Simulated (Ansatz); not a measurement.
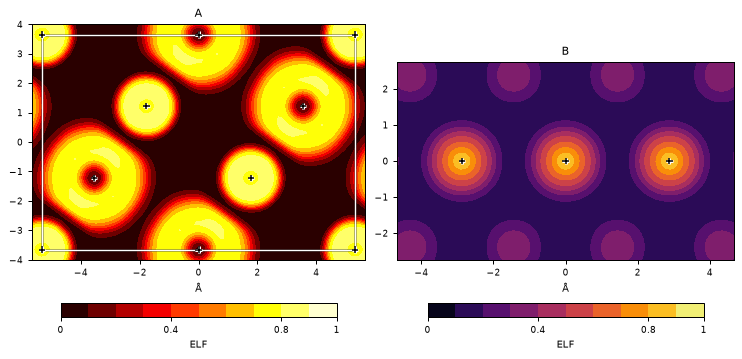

The ELF of 2 systems, each on a plane through atoms (crosses mark nuclei in the plane).

All numbers below come from DFT PBEsol, scalar-relativistic, plane waves, PAW (Ansatz 0.2.0).

System 1: Ag, the (010) plane of the conventional cell. Space group P6₃/mmc; changed on purpose from its base cell (strained and moved within a subgroup); computed pressure about −3 GPa in this cell.

System 2: CaSe, the (110) plane of the conventional cell. Space group R-3m; changed on purpose from its base cell (strained and moved within a subgroup); computed pressure about −3 GPa in this cell.

```
Ca Se
1.0
     2.98275    0.00000   -2.98275
    -2.98275    2.98275    0.00000
     6.14286    6.14286    6.14286
Ca Se
3 3
Cartesian
  0.0000 0.0000 0.0000
  3.0419 3.0418 0.0591
  3.1010 6.0838 3.1010
  0.0296 3.0123 0.0296
  3.0714 3.0714 3.0714
  6.1133 6.1133 3.1305
```

Which map belongs to which system?

Panel A is system 2, CaSe: the plane holds Ca and Se. Ca–Se (3.01 Å): the ELF is about 0.35 at the midpoint: a closed-shell, largely ionic contact. Panel B is system 1, Ag: the plane holds Ag. Ag–Ag (2.88 Å): the ELF is about 0.15 at the midpoint (no shared electron pair shows on this line).
